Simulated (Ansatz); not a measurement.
## Ge$_{7}$Si$_{9}$: one change and its effect

System: Ge$_{7}$Si$_{9}$ (16 atoms in the cell).
Method of run 1: DFT PBEsol, scalar-relativistic, plane waves, PAW, no spin polarisation (Ansatz 0.2.0).

The structure was built on a prototype by a generator; it need not be a known phase. Text and figures count atoms from 1; the logs count them from 0 in places.

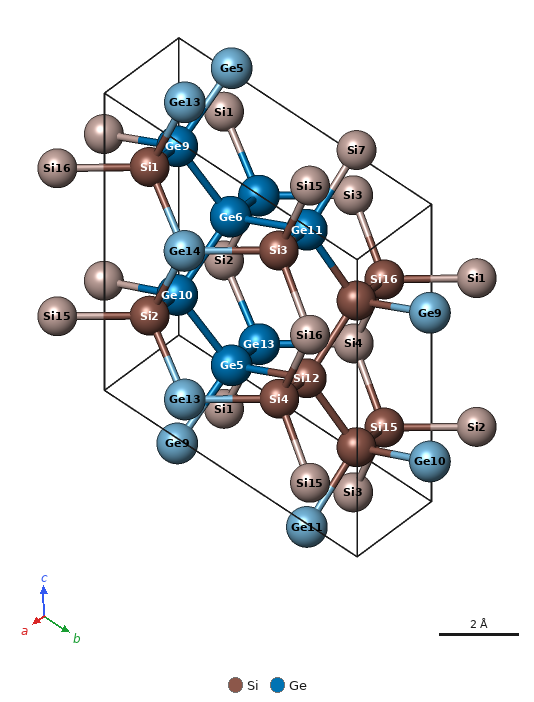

**Figure 1.** The structure (ball-and-stick view of the cell of the calculation, seen slightly off an axis; neighbours outside the cell are drawn fainter; atoms are numbered from 1 in the order of the input).

## The input, run 1
```yaml
crystal:
  lattice:
    - [-0.0004036824, -0.0002330661, -6.4311144909]
    - [-3.8934887153, -6.7428233226, -0.0004890628]
    - [-3.892711933, 6.7423748414, 0.0]
  atoms:
    - { symbol: Si, position: [0.9397841031, 0.1610086507, 0.8307190363] }
    - { symbol: Si, position: [0.9397841031, 0.1610086507, 0.3302896144] }
    - { symbol: Si, position: [0.9404664558, 0.672409683, 0.8362048415] }
    - { symbol: Si, position: [0.9333973833, 0.6723901892, 0.3361950946] }
    - { symbol: Ge, position: [0.4390448341, 0.3382958373, 0.1691479187] }
    - { symbol: Ge, position: [0.4386007857, 0.3340414045, 0.6670207022] }
    - { symbol: Si, position: [0.4328052954, 0.8305956522, 0.1685355275] }
    - { symbol: Si, position: [0.4328052954, 0.8305956522, 0.6620601247] }
    - { symbol: Ge, position: [0.5660704647, 0.1604087696, 0.8304311421] }
    - { symbol: Ge, position: [0.5660704647, 0.1604087696, 0.3299776274] }
    - { symbol: Ge, position: [0.5650913499, 0.6731330153, 0.8365665077] }
    - { symbol: Si, position: [0.5639338506, 0.6724225869, 0.3362112934] }
    - { symbol: Ge, position: [0.0571672698, 0.3350732278, 0.1675366139] }
    - { symbol: Ge, position: [0.0575000468, 0.3337711876, 0.6668855938] }
    - { symbol: Si, position: [0.0637391489, 0.8322183617, 0.1670365725] }
    - { symbol: Si, position: [0.0637391489, 0.8322183617, 0.6651817892] }
basis:
  ecutwfc: 420
kpoints:
  mp_grid: { grid: [2, 2, 2] }
  band_path: { path: [[0.0, 0.0, 0.0], [0.05, 0.0, 0.0]], npoints: 1 }
hamiltonian:
  xc: pbesol
scf:
  occupations: { method: gaussian, width: 0.01 }
  n_extra_bands: 11
output:
  forces: true
  stress: true
  eigenvalues: true
```

Command:
```bash
ansatz run input.yaml --threads 4 --pin off --max-ram 10240MiB --backend cpu --events-out ev --progress --plain --runs-dir out
```

Hardware: 4 threads of Arm Neoverse N1, 54 GiB of memory available, shared host.

## Output, shortened to warnings, some set-up lines, iterations and results (run 1)
```
Basis set: ecut = 420 eV, 6567 PW (Γ), exchange–correlation on 90×108×108 points (8 copies of the dense FFT grid, shifted against one another)
Symmetry: 2 space group operations
k-points: 6 of 8
Initial density: superposition of atomic densities (neutral atoms: chi_scale 0, normalization atom), corrected by the library's trained network
[...]
SCF iter   1: F=—  HF=-35366.713350 eV  |F-HF|=—  |Δ(HF+E_count)|=         —  Δρ=2.79e-3  dr2=2.80e-2  ethr=1.77e-3  ⟨swp⟩=8.3  Hψ=1941  notcnv=0
SCF iter   2: F=—  HF=-35366.703863 eV  |F-HF|=—  |Δ(HF+E_count)|=   9.49e-3  Δρ=1.65e-3  dr2=8.57e-3  ethr=2.09e-5  ⟨swp⟩=2.7  Hψ=662  notcnv=0  defer=26
SCF iter   3: F=—  HF=-35366.702740 eV  |F-HF|=—  |Δ(HF+E_count)|=   1.12e-3  Δρ=4.61e-4  dr2=4.00e-4  ethr=6.39e-6  ⟨swp⟩=2.3  Hψ=886  notcnv=0  defer=26
SCF iter   4: F=—  HF=-35366.702274 eV  |F-HF|=—  |Δ(HF+E_count)|=   4.66e-4  Δρ=1.32e-4  dr2=5.81e-5  ethr=2.98e-7  ⟨swp⟩=2.0  Hψ=844  notcnv=0  defer=26
SCF iter   5: F=—  HF=-35366.702353 eV  |F-HF|=—  |Δ(HF+E_count)|=   7.93e-5  Δρ=4.08e-5  dr2=8.15e-6  ethr=4.34e-8  ⟨swp⟩=2.2  Hψ=583  notcnv=0  defer=26
SCF iter   6: F=—  HF=-35366.702357 eV  |F-HF|=—  |Δ(HF+E_count)|=   3.23e-6  Δρ=1.13e-5  dr2=5.58e-7  ethr=6.08e-9  ⟨swp⟩=2.0  Hψ=844  notcnv=0  defer=26
SCF iter   7: F=—  HF=-35366.702357 eV  |F-HF|=—  |Δ(HF+E_count)|=   1.78e-7  Δρ=6.64e-6  dr2=1.43e-7  ethr=7.46e-11  ⟨swp⟩=11.3  Hψ=2175  notcnv=0
SCF iter   8: F=-35366.702357 eV  HF=-35366.702357 eV  |F-HF|=3.27e-9  |Δ(HF+E_count)|=   1.00e-7  Δρ=1.98e-6  dr2=1.28e-8  ethr=7.46e-11  ⟨swp⟩=4.5  Hψ=1564  notcnv=0
SCF 1 converged in 8 iterations: F = -35366.702357 eV  dr2 = 1.28e-8
NSCF: frozen V_eff on 2 k-points
SCF converged after 8 iterations
Free energy (F): -35366.702357 eV
Harris-Foulkes:  -35366.702357 eV  (|F-HF|=3.27e-9)
Internal energy: -35366.702357 eV  (E = F + TS)
E sigma→0 (E₀):  -35366.702357 eV
Fermi energy:    7.606086 eV
--- Per-component energies (eV) ---
  E_band       = -1068.490031
  E_kinetic    = 1145.983746
  E_local      = -21004.782708  (includes V_loc(G=0)·N_el)
  E_nonlocal   = 3178.556182
  E_hartree    = 9355.222687
  E_xc         = -1017.005842
  E_vxc        = -875.011032  (∫ρ·V_xc dr)
  E_paw        = -18348.608668  (= ΣΔE_a)
  E_vpaw       = -2223.692546  (= ΣTr[D̂ρ^β])
  E_aug_tail   = 0.002204  (compensation charges beyond the density's cutoff)
  E_ewald      = -8682.779557
  E_core_change = 6.709599  (= ΣΔE_core)
  E_smearing   = -0.000000  (= −TS)
  E_closure    = -0.000000  (closes the sum)
  Σ components = -35366.702357   (vs F -35366.702357, Δ=0.00e0)
--- Forces (eV/Å), atoms counted from 1 ---
  atom   1  Si    -0.03802044     0.00425239    -0.07387665
  atom   2  Si    -0.01532754    -0.03505286    -0.07387665
  atom   3  Si     0.02855117     0.01648403    -0.04428704
  atom   4  Si     0.01478038     0.00853346    -0.02512760
  atom   5  Ge     0.01904835     0.01099757    -0.06654018
  atom   6  Ge     0.00475371     0.00274456    -0.06769160
  atom   7  Si    -0.01036925     0.00494987    -0.03748922
  atom   8  Si    -0.00089791    -0.01145496    -0.03748922
  atom   9  Ge    -0.03012544    -0.05988643     0.06949769
  atom  10  Ge    -0.06692589     0.00385382     0.06949769
  atom  11  Ge     0.04163362     0.02403718     0.04510898
  atom  12  Si     0.04718710     0.02724348     0.03946051
  atom  13  Ge     0.02644795     0.01526973     0.05960625
  atom  14  Ge     0.01862472     0.01075299     0.08033142
  atom  15  Si    -0.00330662    -0.03972408     0.03143538
  atom  16  Si    -0.03605537     0.01699842     0.03143538
  max |Σ_I F_I| component: 4.84e-6 eV/Å
--- Stress (GPa, compression-positive) ---
        0.767067      -0.011154      -0.006112
       -0.011154       0.779946      -0.003529
       -0.006112      -0.003529      -0.807039
  P = ⅓ Tr σ = 0.2467 GPa (2.467 kbar)
```

For run 2 the input was changed thus:
```diff
-  mp_grid: { grid: [2, 2, 2] }
+  mp_grid: { grid: [6, 6, 6] }
```

What does this change do to the results?

The free energy of run 2 is 52.2 meV per atom lower, which measures how much it depends on this numerical setting. The pressure goes from 0.25 to 0.00 GPa. The largest force goes from 0.097 to 0.001 eV/Å. The number of SCF iterations is the same. The irreducible k-points go from 6 to 68. On the same kind of shared host run 2 took about 14 times as long.

## Output, shortened to warnings, some set-up lines, iterations and results (run 2)
```
Basis set: ecut = 420 eV, 6567 PW (Γ), exchange–correlation on 90×108×108 points (8 copies of the dense FFT grid, shifted against one another)
Symmetry: 2 space group operations
k-points: 68 of 216 (time reversal used)
Initial density: superposition of atomic densities (neutral atoms: chi_scale 0, normalization atom), corrected by the library's trained network
[...]
SCF iter   1: F=—  HF=-35367.549881 eV  |F-HF|=—  |Δ(HF+E_count)|=         —  Δρ=2.57e-3  dr2=3.14e-2  ethr=1.77e-3  ⟨swp⟩=6.9  Hψ=20736  notcnv=0  defer=9
SCF iter   2: F=—  HF=-35367.539876 eV  |F-HF|=—  |Δ(HF+E_count)|=   1.00e-2  Δρ=1.52e-3  dr2=1.02e-2  ethr=2.34e-5  ⟨swp⟩=2.3  Hψ=7093  notcnv=0  defer=344
SCF iter   3: F=—  HF=-35367.538388 eV  |F-HF|=—  |Δ(HF+E_count)|=   1.49e-3  Δρ=4.86e-4  dr2=5.24e-4  ethr=7.61e-6  ⟨swp⟩=2.4  Hψ=9989  notcnv=0  defer=344
SCF iter   4: F=—  HF=-35367.537966 eV  |F-HF|=—  |Δ(HF+E_count)|=   4.21e-4  Δρ=1.48e-4  dr2=1.33e-4  ethr=3.91e-7  ⟨swp⟩=2.0  Hψ=9540  notcnv=0  defer=344
SCF iter   5: F=—  HF=-35367.537981 eV  |F-HF|=—  |Δ(HF+E_count)|=   1.48e-5  Δρ=6.03e-5  dr2=2.06e-5  ethr=9.91e-8  ⟨swp⟩=2.9  Hψ=9561  notcnv=0  defer=344
SCF iter   6: F=—  HF=-35367.538052 eV  |F-HF|=—  |Δ(HF+E_count)|=   7.09e-5  Δρ=1.47e-5  dr2=9.35e-7  ethr=1.54e-8  ⟨swp⟩=2.0  Hψ=9516  notcnv=0  defer=344
SCF iter   7: F=—  HF=-35367.538053 eV  |F-HF|=—  |Δ(HF+E_count)|=   1.10e-6  Δρ=6.48e-6  dr2=1.25e-7  ethr=6.97e-10  ⟨swp⟩=2.0  Hψ=9516  notcnv=0  defer=344
SCF iter   8: F=-35367.538053 eV  HF=-35367.538053 eV  |F-HF|=1.16e-8  |Δ(HF+E_count)|=   4.82e-8  Δρ=2.12e-6  dr2=1.69e-8  ethr=7.46e-11  ⟨swp⟩=10.2  Hψ=21329  notcnv=0
SCF 1 converged in 8 iterations: F = -35367.538053 eV  dr2 = 1.69e-8
NSCF: frozen V_eff on 2 k-points
SCF converged after 8 iterations
Free energy (F): -35367.538053 eV
Harris-Foulkes:  -35367.538053 eV  (|F-HF|=1.16e-8)
Internal energy: -35367.538053 eV  (E = F + TS)
E sigma→0 (E₀):  -35367.538053 eV
Fermi energy:    7.588819 eV
--- Per-component energies (eV) ---
  E_band       = -1072.505519
  E_kinetic    = 1143.661723
  E_local      = -20999.453754  (includes V_loc(G=0)·N_el)
  E_nonlocal   = 3177.485167
  E_hartree    = 9350.597334
  E_xc         = -1017.010195
  E_vxc        = -874.902944  (∫ρ·V_xc dr)
  E_paw        = -18346.750574  (= ΣΔE_a)
  E_vpaw       = -2220.501015  (= ΣTr[D̂ρ^β])
  E_aug_tail   = 0.002204  (compensation charges beyond the density's cutoff)
  E_ewald      = -8682.779557
  E_core_change = 6.709599  (= ΣΔE_core)
  E_smearing   = -0.000000  (= −TS)
  E_closure    = -0.000000  (closes the sum)
  Σ components = -35367.538053   (vs F -35367.538053, Δ=0.00e0)
--- Forces (eV/Å), atoms counted from 1 ---
  atom   1  Si    -0.00006108     0.00013476    -0.00011062
  atom   2  Si     0.00008616    -0.00012028    -0.00011062
  atom   3  Si     0.00032099     0.00018532     0.00002864
  atom   4  Si    -0.00041829    -0.00024150    -0.00017398
  atom   5  Ge     0.00019428     0.00011217    -0.00005302
  atom   6  Ge    -0.00029392    -0.00016970     0.00033272
  atom   7  Si    -0.00020345    -0.00014568    -0.00023797
  atom   8  Si    -0.00022789    -0.00010335    -0.00023797
  atom   9  Ge     0.00046843     0.00011909     0.00031733
  atom  10  Ge     0.00033735     0.00034613     0.00031733
  atom  11  Ge    -0.00080349    -0.00046389     0.00000756
  atom  12  Si     0.00097927     0.00056538     0.00024359
  atom  13  Ge    -0.00045094    -0.00026035    -0.00027552
  atom  14  Ge     0.00037136     0.00021440    -0.00024898
  atom  15  Si    -0.00006335    -0.00023403     0.00010105
  atom  16  Si    -0.00023435     0.00006215     0.00010105
  max |Σ_I F_I| component: 1.09e-6 eV/Å
--- Stress (GPa, compression-positive) ---
        0.002013      -0.000368      -0.000474
       -0.000368       0.002438      -0.000274
       -0.000474      -0.000274       0.001431
  P = ⅓ Tr σ = 0.0020 GPa (0.020 kbar)
```

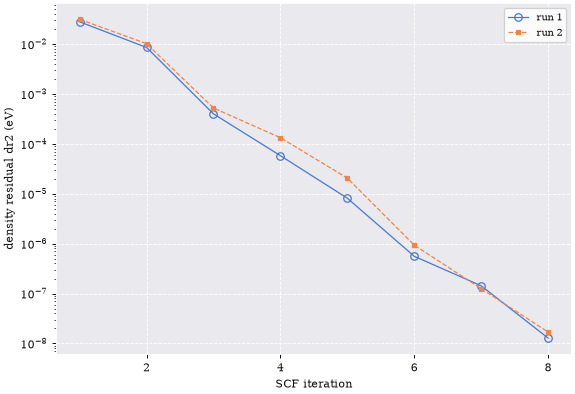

**Figure 2.** Convergence of the two runs: density residual dr2 against the SCF iteration. Run 1 takes 8 iterations in all, and run 2 takes 8.

## The two runs side by side

```csv
quantity,run 1,run 2
outcome,converged,converged
free energy per atom (eV),−2210.4189,−2210.4711
gap on the mesh (eV),0.07,0.08
pressure (GPa),0.25,0.00
largest force (eV/Å),0.097,0.001
SCF iterations,8,8
irreducible k-points,6,68
plane waves at Γ,6567,6567
wall time (shared host),8.3 s,2 min
```

For run 1: The k-point mesh is coarse for a cell of this size, so the results may not be converged.
